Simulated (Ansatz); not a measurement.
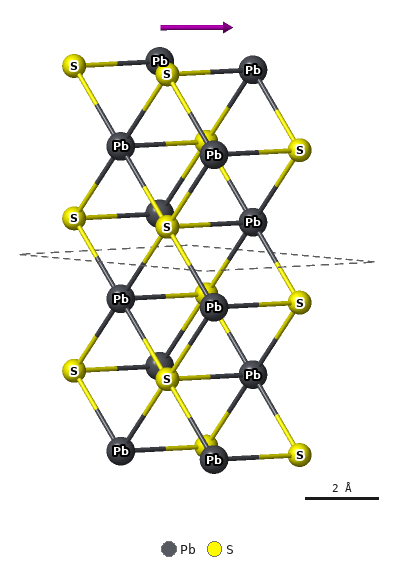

Crystalline PbS (Fm-3m): the crystal above a cut along the (0 1 1) plane of the conventional cell (between a plane of Pb/S below and one of Pb/S above, 2.10 Å apart) is slid rigidly by fractions of an in-plane lattice vector 7.27 Å long (a generalised stacking fault). One cut stands in each cell, which starts 12.6 Å high; nothing is relaxed, and the dashed outline marks the cut, the arrow on top the direction of slip. The picture shows the perfect crystal around the cut (dashed). The picture is a ball-and-stick view of the layers on both sides of the cut, seen from the side, nearly along the cut plane.

Level of theory: DFT PBE+D3(BJ), scalar-relativistic, plane waves, PAW (Ansatz). Set-up: plane-wave cutoff 420 eV; k-point mesh 6 × 8 × 3; occupations gaussian; smearing width 0.03 eV; no spin polarisation. Energies (free energies at the smearing named) are counted from the relaxed crystal.

The input:
```yaml
crystal:
  lattice:
    - [5.9342629277, 0.0, 0.0]
    - [0.0, 2.9671314639, -2.9671314639]
    - [0.0, 8.9013943916, 8.9013943916]
  atoms:
    - { symbol: Pb, position: [0.0, 0.0, 0.3333333333] }
    - { symbol: Pb, position: [0.5, 0.5, 0.5] }
    - { symbol: Pb, position: [0.0, 0.0, 0.6666666667] }
    - { symbol: Pb, position: [0.5, 0.5, 0.8333333333] }
    - { symbol: Pb, position: [0.0, 0.0, 1.0] }
    - { symbol: Pb, position: [0.5, 0.5, 0.1666666667] }
    - { symbol: S, position: [0.5, 0.0, 0.3333333333] }
    - { symbol: S, position: [0.0, 0.5, 0.5] }
    - { symbol: S, position: [0.5, 0.0, 0.6666666667] }
    - { symbol: S, position: [0.0, 0.5, 0.8333333333] }
    - { symbol: S, position: [0.5, 0.0, 0.0] }
    - { symbol: S, position: [0.0, 0.5, 0.1666666667] }
basis:
  ecutwfc: 420
kpoints:
  mp_grid: { grid: [6, 8, 3] }
hamiltonian:
  xc: pbe
  dispersion: d3bj
scf:
  occupations: { method: gaussian, width: 0.03 }
output:
  forces: true
  stress: true
  eigenvalues: true
  write_density: true
  write_potential: true
  elf: true
  volumetric_format: npy
```

Run as
```bash
ansatz run input.yaml --threads 2 --pin off --max-ram 5120MiB --backend cpu --events-out ev --progress --plain --runs-dir out
```

### What energies does the calculation give (the slip: 0.00, 0.10, 0.20, 0.30, 0.40, 0.50, 0.60, 0.70, 0.80, 0.90, 1.00)?

```csv
slip (fraction of the lattice vector),γ (mJ/m²)
0.00,0
0.10,283
0.20,980
0.30,2281
0.40,4457
0.50,5991
0.60,4457
0.70,2281
0.80,980
0.90,283
1.00,0
```

Points that are alike by symmetry were computed once.

The curve starts and ends at zero, since a full lattice vector restores the crystal. Its highest computed point is 5991 mJ/m² at slip 0.50, which the unstable stacking-fault energy of this rigid path equals or slightly exceeds. No local minimum shows among the points, so there is no metastable fault on this line. The path is symmetric about half-way. Relaxation across the fault would lower the values. The band gap on the mesh, 0.36 eV in the reference, closes at 0.30, 0.40, 0.50.

The computed profile (hollow markers are points alike by symmetry):

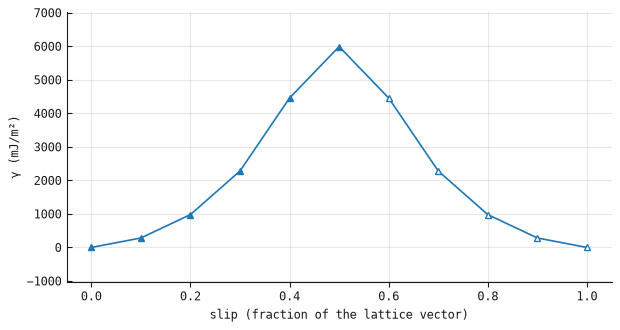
